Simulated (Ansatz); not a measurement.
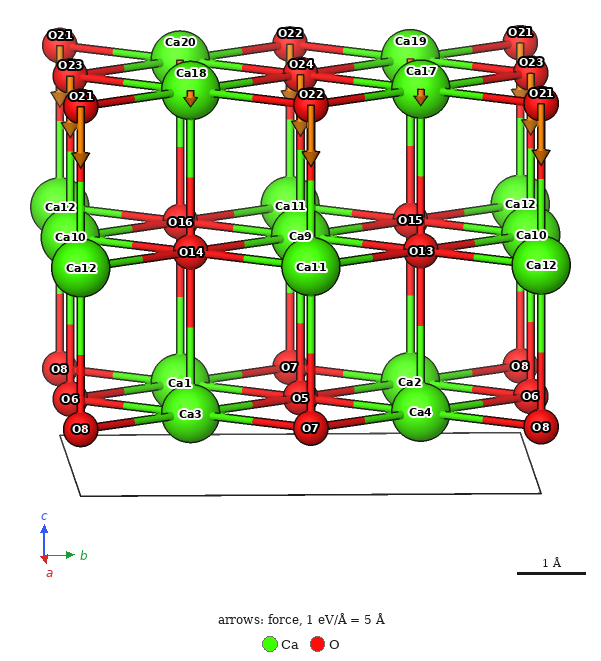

Starting geometry of a slab of composition CaO (cut from the Fm-3m phase) with the computed forces as orange arrows. The picture is a ball-and-stick view of the cell of the calculation, outlined in the plane, without the vacuum, seen from a free direction.

Case: clean slab, lower planes held. The slab is the (1 0 0) face of CaO. 8 atoms are held fixed.

These are results of DFT PBE, scalar-relativistic, plane waves, PAW (Ansatz), not measurements. (plane-wave cutoff 420 eV; k-point mesh 2 × 2 × 1; occupations gaussian; smearing width 0.05 eV; no spin polarisation; dipole correction; atoms relaxed in a fixed cell; force threshold 0.03 eV/Å; at most 70 steps)

### What follows when this structure is relaxed?

It isn't relaxed: the largest force vector, on O atoms, is 0.19 eV/Å. The final displacements follow the starting forces only in part (cosine between the two patterns 0.82). The largest moves, 0.092 Å, are those of O21, O22, O23 and O24. O21 goes along the normal (−c). By element the largest moves are O 0.092 Å, Ca 0.079 Å. The cell stays as it was. Near-neighbour distances that change, for instance: Ca10–O23 2.415 → 2.366 Å, Ca1–O16 2.415 → 2.375 Å, Ca10–Ca17 3.416 → 3.391 Å. Over 3 accepted moves (4 points after the start) the energy falls by 44.7 meV per cell of the calculation. Largest force component: 0.19 eV/Å at the start, 0.0022 eV/Å at the end. 1 step only repeated the SCF at the same geometry.
